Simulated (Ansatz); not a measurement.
Single-point calculation, with input and output: WS$_{2}$ (part 1 of 2)

WS$_{2}$ (slab, 27 atoms in the cell), computed with DFT PBE+D3(BJ), scalar-relativistic, plane waves, PAW, no spin polarisation (Ansatz 0.2.0).

The structure derives from an entry of the Crystallography Open Database. It belongs to a series of runs on one base structure; here: the slab at its places in the relaxed adsorbed structure. Figures and captions count atoms from 1; the log counts them from 0 in places.

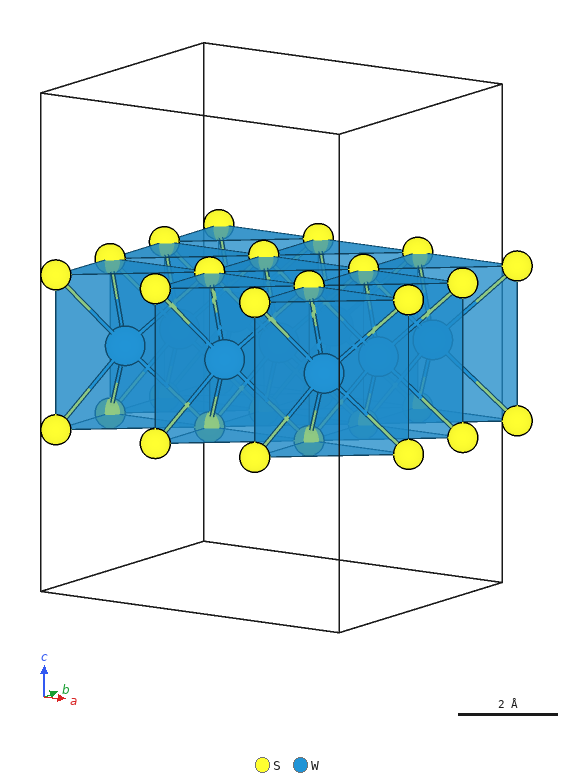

*The input geometry (polyhedral view of the cell of the calculation, with the vacuum cut short, seen slightly off an axis; polyhedra are completed across the faces of the cell). An atom can appear more than once, as a periodic image.*

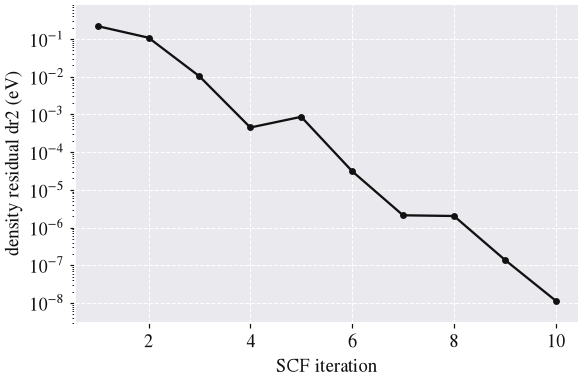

*Convergence of the self-consistent field: density residual dr2 against the SCF iteration.*

The residual falls almost steadily, with no more than small rises.

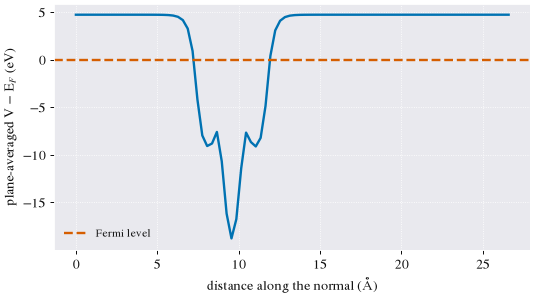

*Plane average of the electrostatic potential energy of an electron across the cell, from the Fermi level.*

The vacuum level lies 4.72 eV above the Fermi level.

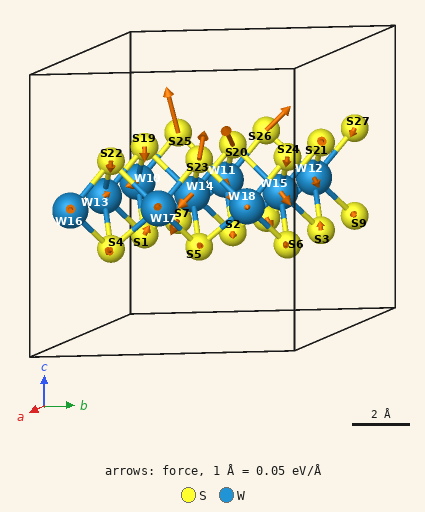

*Forces on the atoms as orange arrows (ball-and-stick view of the cell of the calculation, with the vacuum cut short, seen slightly off an axis; atoms are numbered from 1 in the order of the input).*

The largest act on S25 (0.09 eV/Å); S20 (0.07 eV/Å); S23, S26 (0.06 eV/Å); W11 (0.05 eV/Å), among others. The geometry is not a stationary point of this energy.

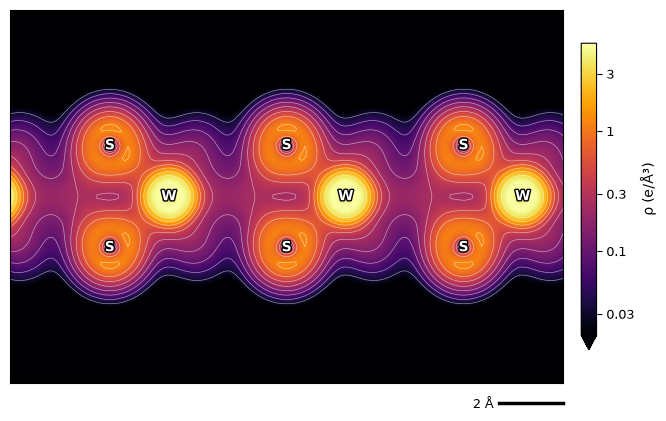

*Valence pseudo-density on the (110) plane of the calculation cell, a cut from vacuum to vacuum.*

The section cuts through S and W sites. W–S (2.41 Å): ρ is about 0.63 e/Å³ halfway. The density dies away to nearly zero in the vacuum. In a PAW calculation such maps are meaningful between the atoms, not at the nuclei.

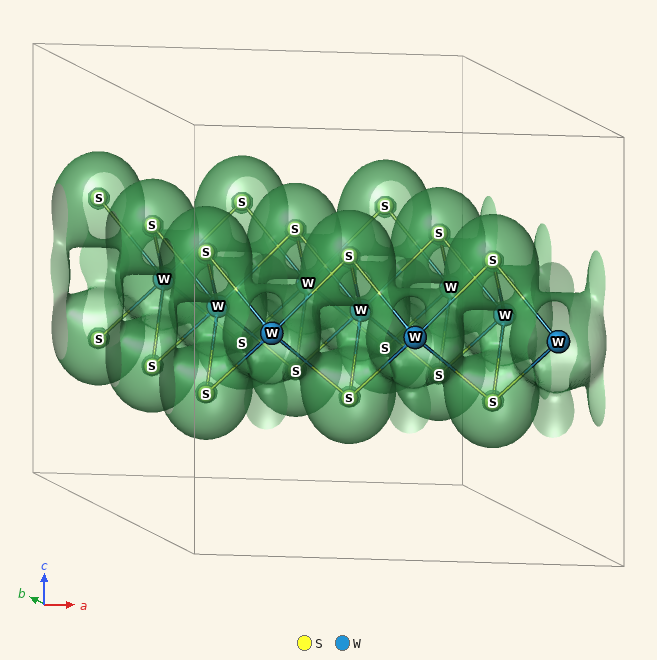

*Isosurface of the valence electron density at 0.5 e/Å³ (green), seen slightly off an axis. Sticks mark near contacts.*

At this value the density is joined into sheets; it holds about 70 % of the electrons treated as valence (semicore included). On the grid the lowest density along these lines, outside the cores, is 0.63 e/Å³ (W–S, 2.41 Å).

The input that produced these results follows, with the program's output.

## Input
```yaml
crystal:
  lattice:
    - [9.4716094029, 0.0, 0.0]
    - [-4.7358047015, 8.2026543577, 0.0]
    - [0.0, 0.0, 26.8797666289]
  atoms:
    - { symbol: S, position: [0.4444444444, 0.2222222222, 0.2976216315] }
    - { symbol: S, position: [0.4444444444, 0.5555555556, 0.2976216315] }
    - { symbol: S, position: [0.4444444444, 0.8888888889, 0.2976216315] }
    - { symbol: S, position: [0.7777777778, 0.2222222222, 0.2976216315] }
    - { symbol: S, position: [0.7777777778, 0.5555555556, 0.2976216315] }
    - { symbol: S, position: [0.7777777778, 0.8888888889, 0.2976216315] }
    - { symbol: S, position: [0.1111111111, 0.2222222222, 0.2976216315] }
    - { symbol: S, position: [0.1111111111, 0.5555555556, 0.2976216315] }
    - { symbol: S, position: [0.1111111111, 0.8888888889, 0.2976216315] }
    - { symbol: W, position: [0.2221959526, 0.1111239908, 0.3562859307] }
    - { symbol: W, position: [0.2222222814, 0.4443742727, 0.3562277002] }
    - { symbol: W, position: [0.2222530587, 0.7777607352, 0.3563411634] }
    - { symbol: W, position: [0.5555404892, 0.1111084583, 0.356309871] }
    - { symbol: W, position: [0.555450034, 0.4445032167, 0.3563454286] }
    - { symbol: W, position: [0.5555125726, 0.7776905172, 0.3563199435] }
    - { symbol: W, position: [0.8887986124, 0.1110415869, 0.3562545997] }
    - { symbol: W, position: [0.8889706231, 0.4443483745, 0.3562264494] }
    - { symbol: W, position: [0.8889398933, 0.7778564278, 0.3562843937] }
    - { symbol: S, position: [0.4443365213, 0.2222238392, 0.4150499667] }
    - { symbol: S, position: [0.4438118597, 0.5554390563, 0.4148962089] }
    - { symbol: S, position: [0.4446559626, 0.8889321678, 0.4149819812] }
    - { symbol: S, position: [0.7778599219, 0.2222574809, 0.4150014272] }
    - { symbol: S, position: [0.7782947303, 0.5556308067, 0.414826944] }
    - { symbol: S, position: [0.7777982335, 0.8888871398, 0.4150163077] }
    - { symbol: S, position: [0.1109438141, 0.2223244328, 0.41472562] }
    - { symbol: S, position: [0.1110768184, 0.5550471207, 0.4148399797] }
    - { symbol: S, position: [0.111072675, 0.8889648587, 0.4150174563] }
basis:
  ecutwfc: 420
kpoints:
  mp_grid: { grid: [2, 2, 1] }
hamiltonian:
  xc: pbe
  dispersion: d3bj
scf:
  occupations: { method: gaussian, width: 0.05 }
output:
  forces: true
  eigenvalues: true
  write_density: true
  volumetric_format: npy
efield:
  axis: 3
  dipole_correction: true
  ramp_width: 0.04
```

Launch command:
```bash
ansatz run input.yaml --threads 4 --pin off --max-ram 10240MiB --backend cpu --events-out ev --progress --plain --runs-dir out
```

## What the program printed
```
Engine: ansatz 0.2.0, x86_64-unknown-linux-gnu
Pseudopotentials: kind: paw
Pseudopotential: S, paw, valence charge 6, recommended cutoff 420 eV (normal), S.paw.azcp
Pseudopotential: W, paw, valence charge 14, recommended cutoff 420 eV (normal), W.paw.azcp
Functional definition: PBE
  parameter kappa = 0.804
  parameter beta = 0.06672455060314922
  exchange = pbe_x(kappa = kappa, mu = beta*pi^2/3)
  correlation = pbe_c(beta = beta)
Crystal: 27 atoms, lattice volume = 2088.352 Å³
Basis set: ecut = 420 eV, 40829 PW (Γ), exchange–correlation on 128×128×360 points (8 copies of the dense FFT grid, shifted against one another)
Bands: 144, of which v1, the nominal top of the filled ones, is band 117 counted from 1 (116 counted from 0)
Symmetry: 1 space group operations
Space group: P1 (ITA 1), of the structure as read, at distance tolerance 1.3e-4 Å
k-points: 4
Non-local potential: S, projectors of the file, l = 0: 2, l = 1: 2, l = 2: 2
Non-local potential: W, projectors of the file, l = 0: 3, l = 1: 2, l = 2: 2, l = 3: 1
PAW form: soft (Blöchl's): semilocal exchange-correlation on the pseudo side does not see the compensation charge
PAW one-centre angular grid: S, 110 points (default); XC on 64 Gauss nodes
PAW one-centre angular grid: W, 590 points (default); XC on 64 Gauss nodes
Initial density: superposition of atomic densities (neutral atoms: chi_scale 0, normalization atom), corrected by the library's trained network
Initial wavefunctions: pseudopotential atomic-orbital guess
Functional: x = pbe(κ = 0.804, μ = 0.2195149727645171), c = pbe(β = 0.06672455060314922)
SCF iter   1: F=—  HF=-109731.158956 eV  |F-HF|=—  |Δ(HF+E_count)|=         —  Δρ=2.85e-3  dr2=2.21e-1  ethr=1.77e-3  p=0.000 e·Å  D=3.43e-5 V/Å  ΔV_dip=-0.00 eV  dr2_dipole=5.05e-7  V_vac-E_F(+/−)=5.04/5.04 eV  ⟨swp⟩=9.5  Hψ=2908  notcnv=0
efield: sawtooth ramp at fractional position 0.8363 (placed from the atoms, in the widest stretch of the axis that holds none; the zero of the levels goes with the place), width 0.0400; the density the first Hamiltonian is built on has a dipole p = 0.000 e·Å; the dipole correction subtracts the counter field D = 3.43e-5 V/Å, which shifts the + side's vacuum level by -0.00 eV against the − side's; the planar-averaged density in the ramp window peaks in size at 1.0e-5 e/Å³
preconditioner: auto → Resta (q_TF=auto, 1.894 Å⁻¹)  ε∞=2.5  [insulator: Δε(μ)=1.931 eV  Ē_g=8.335 eV  σ=0.050 eV  W_gap=1.00  n_scr=226 (ndim 8)  ℏωp=10.3 eV  f_vac=0.740  D(μ)=0.00/eV (n_scr^D=0)  ε∞_Penn≈2.5  vacuum switching on, ρ_ref=5.0e-3 e/Å³]
SCF iter   2: F=—  HF=-109731.191663 eV  |F-HF|=—  |Δ(HF+E_count)|=   3.27e-2  Δρ=1.81e-3  dr2=1.09e-1  ethr=9.46e-5  p=-0.000 e·Å  D=-3.37e-5 V/Å  ΔV_dip=0.00 eV  dr2_dipole=1.03e-6  V_vac-E_F(+/−)=4.77/4.77 eV  ⟨swp⟩=3.2  Hψ=1072  notcnv=0  defer=88
SCF iter   3: F=—  HF=-109731.187438 eV  |F-HF|=—  |Δ(HF+E_count)|=   4.23e-3  Δρ=1.03e-3  dr2=1.03e-2  ethr=4.67e-5  p=0.000 e·Å  D=1.49e-5 V/Å  ΔV_dip=-0.00 eV  dr2_dipole=2.80e-7  V_vac-E_F(+/−)=4.83/4.83 eV  ⟨swp⟩=2.0  Hψ=761  notcnv=0  defer=88
SCF iter   4: F=—  HF=-109731.203492 eV  |F-HF|=—  |Δ(HF+E_count)|=   1.61e-2  Δρ=1.65e-4  dr2=4.51e-4  ethr=4.41e-6  p=-0.001 e·Å  D=-8.56e-5 V/Å  ΔV_dip=0.00 eV  dr2_dipole=4.33e-6  V_vac-E_F(+/−)=4.74/4.74 eV  ⟨swp⟩=2.8  Hψ=801  notcnv=0  defer=88
SCF iter   5: F=—  HF=-109731.203959 eV  |F-HF|=—  |Δ(HF+E_count)|=   4.67e-4  Δρ=9.37e-5  dr2=8.66e-4  ethr=1.93e-7  p=0.003 e·Å  D=2.20e-4 V/Å  ΔV_dip=-0.01 eV  dr2_dipole=4.46e-5  V_vac-E_F(+/−)=4.72/4.73 eV  ⟨swp⟩=3.0  Hψ=1028  notcnv=0  defer=88
SCF iter   6: F=—  HF=-109731.203857 eV  |F-HF|=—  |Δ(HF+E_count)|=   1.02e-4  Δρ=2.43e-5  dr2=3.12e-5  ethr=1.93e-7  p=-0.000 e·Å  D=-1.74e-5 V/Å  ΔV_dip=0.00 eV  dr2_dipole=5.76e-8  V_vac-E_F(+/−)=4.72/4.72 eV  ⟨swp⟩=2.0  Hψ=735  notcnv=0  defer=88
SCF iter   7: F=—  HF=-109731.204266 eV  |F-HF|=—  |Δ(HF+E_count)|=   4.09e-4  Δρ=6.11e-6  dr2=2.11e-6  ethr=1.33e-8  p=-0.000 e·Å  D=-6.83e-6 V/Å  ΔV_dip=0.00 eV  dr2_dipole=3.26e-8  V_vac-E_F(+/−)=4.72/4.72 eV  ⟨swp⟩=2.8  Hψ=863  notcnv=0  defer=88
SCF iter   8: F=—  HF=-109731.204266 eV  |F-HF|=—  |Δ(HF+E_count)|=   1.56e-7  Δρ=5.94e-6  dr2=2.02e-6  ethr=9.03e-10  p=-0.000 e·Å  D=-1.21e-5 V/Å  ΔV_dip=0.00 eV  dr2_dipole=9.37e-10  V_vac-E_F(+/−)=4.72/4.72 eV  ⟨swp⟩=2.2  Hψ=872  notcnv=0  defer=88
SCF iter   9: F=—  HF=-109731.204266 eV  |F-HF|=—  |Δ(HF+E_count)|=   1.76e-7  Δρ=1.73e-6  dr2=1.39e-7  ethr=8.62e-10  p=-0.000 e·Å  D=-1.30e-5 V/Å  ΔV_dip=0.00 eV  dr2_dipole=1.37e-11  V_vac-E_F(+/−)=4.72/4.72 eV  ⟨swp⟩=2.2  Hψ=668  notcnv=0  defer=88
SCF iter  10: F=-109731.204266 eV  HF=-109731.204266 eV  |F-HF|=3.77e-9  |Δ(HF+E_count)|=   1.67e-8  Δρ=5.22e-7  dr2=1.14e-8  ethr=4.27e-11  p=-0.000 e·Å  D=-1.32e-5 V/Å  ΔV_dip=0.00 eV  dr2_dipole=2.23e-14  V_vac-E_F(+/−)=4.72/4.72 eV  ⟨swp⟩=14.5  Hψ=2996  notcnv=0
SCF 1 converged in 10 iterations: F = -109731.204266 eV  dr2 = 1.14e-8
  greatest PAW one-centre occupation: 1.000 electrons in one spin orbital (limit 2), on the W atom at site 13 (counted from 0), in its partial waves of l = 0
SCF converged after 10 iterations
Free energy (F): -109731.204266 eV
Harris-Foulkes:  -109731.204266 eV  (|F-HF|=3.77e-9)
Internal energy: -109731.204266 eV  (E = F + TS)
E sigma→0 (E₀):  -109731.204266 eV
Fermi energy:    -0.868298 eV
Dipole field:    D = -0.000013 V/Å  (p = -0.000153 e·Å, saw-weighted, corrected)
Work function:   Φ+ = 4.7166 eV   Φ− = 4.7162 eV
Levels:          The Fermi level and band energies are counted from a zero that moves with the ramp; work functions are not
--- Per-component energies (eV) ---
  E_band       = -4697.462397
  E_kinetic    = 5997.774074
  E_local      = -214513.359652  (includes V_loc(G=0)·N_el)
  E_nonlocal   = 515.677948
  E_hartree    = 104126.731341
  E_xc         = -4159.448532
  E_vxc        = -3735.110857  (∫ρ·V_xc dr)
  E_paw        = -87868.224685  (= ΣΔE_a)
  E_vpaw       = -1215.909238  (= ΣTr[D̂ρ^β])
  E_aug_tail   = -0.000566  (compensation charges beyond the density's cutoff)
  E_efield     = 0.000000  (sawtooth field / dipole correction)
  E_vefield    = -0.000004  (∫n·V_field dr)
  E_ewald      = 86178.027582
  E_disp       = -8.381776  (pairwise vdW)
  E_smearing   = -0.000000  (= −TS)
  E_closure    = 0.000000  (closes the sum)
  Σ components = -109731.204266   (vs F -109731.204266, Δ=0.00e0)
```
